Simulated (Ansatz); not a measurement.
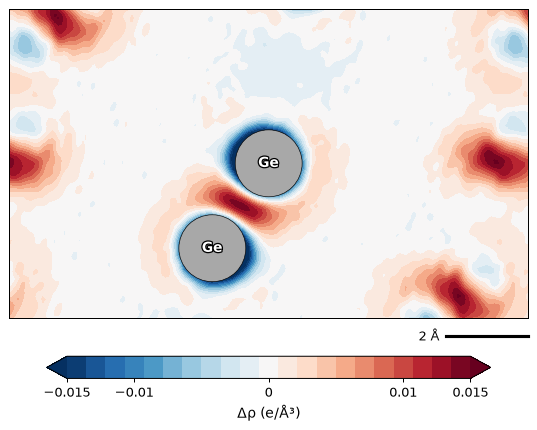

Ge. Difference of the valence pseudo-densities of two functionals at the same geometry, on the (111) plane of the calculation cell: r2SCAN less LDA.

Space group P6₃mc; a structure from a database of computed crystals, not necessarily the ambient phase.

Both computed with Ansatz (plane waves, PAW), on the same k-point mesh. Grey discs cover the atomic cores.

```
Ge
1.0
     4.10371    0.00000    0.00000
    -2.05185    3.55391    0.00000
     0.00000    0.00000   11.13803
Ge
4
Direct
  0.66667 0.33333 0.41485
  0.33333 0.66667 0.91485
  0.00000 0.00000 0.47745
  0.00000 0.00000 0.97745
```

What does the difference map show?

Answer. Against LDA, r2SCAN gives a change of +0.015 e/Å³ at the midpoint of Ge–Ge.
